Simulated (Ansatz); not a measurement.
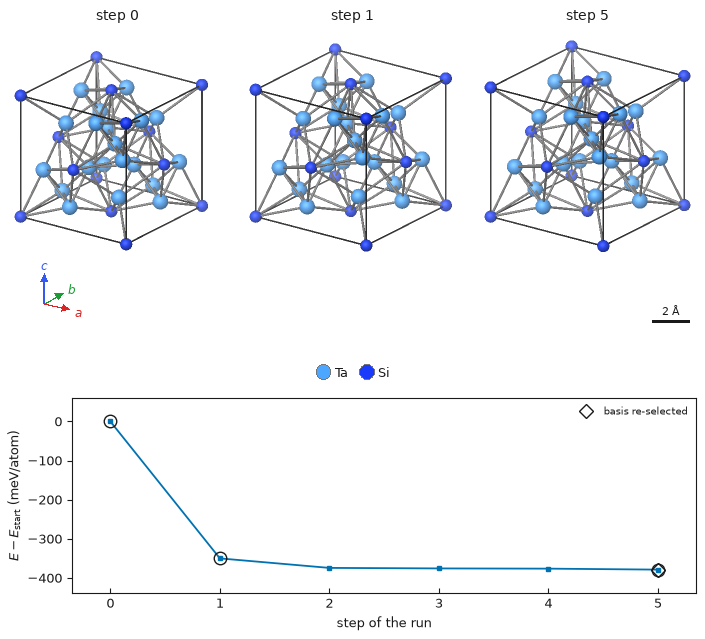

Frames of a relaxation of crystalline Ta5Si (a generated structure, set up in F-43m) (coarse preliminary run), marked on the history of the run. The picture is a ball-and-stick view of the conventional cell (4 times the calculation's cell), seen from a free direction. Lengths and directions refer to the drawn axes.

Level of theory: DFT PBE, scalar-relativistic, plane waves, PAW in Ansatz 0.2.0. Set-up: plane-wave cutoff 420 eV; k-point mesh 4 × 4 × 4; occupations gaussian; smearing width 0.1 eV; no spin polarisation; cell and atoms relaxed; force threshold 0.04 eV/Å; at most 70 steps.

### Describe the path.

The largest moves relative to the cell, 0.010 Å, are those of Ta atoms. Si stays in place. Cell: a = b = c 7.172 → 7.658 Å (+6.8 %). Volume +21.7 %. Among the contacts that change: Si–Ta 3.105 → 3.316 Å, Si–Ta 2.973 → 3.176 Å, Ta–Ta 2.973 → 3.173 Å, Ta–Ta 2.536 → 2.723 Å. The space group stays F-43m (No. 216). Over 4 accepted moves (5 points after the start) the energy falls by 379 meV per atom. The largest force component goes from 0.024 to 0.011 eV/Å. The pressure goes from 43.01 to 0.14 GPa. The SCF was repeated once at an unchanged geometry on a basis and grid sized afresh for the cell, which shifted the energy by 2.5 meV per atom at most. From step 0 to 1: volume +15.3 %, energy −350 meV per atom. From step 1 to 5: volume +5.5 %, energy −28.7 meV per atom.

| step | E − E(0), meV/atom | largest force component, eV/Å | pressure, GPa | volume, Å³/atom | note |
| --- | --- | --- | --- | --- | --- |
| 0 | 0.00 | 0.0241 | 43.01 | 15.369 |  |
| 1 | -350.02 | 0.1272 | 8.76 | 17.729 |  |
| 2 | -374.35 | 0.0995 | 2.11 | 18.454 |  |
| 3 | -375.67 | 0.1397 | -0.36 | 18.772 |  |
| 4 | -376.23 | 0.0112 | 0.06 | 18.710 |  |
| 5 | -378.74 | 0.0110 | 0.14 | 18.710 | same geometry, new basis |
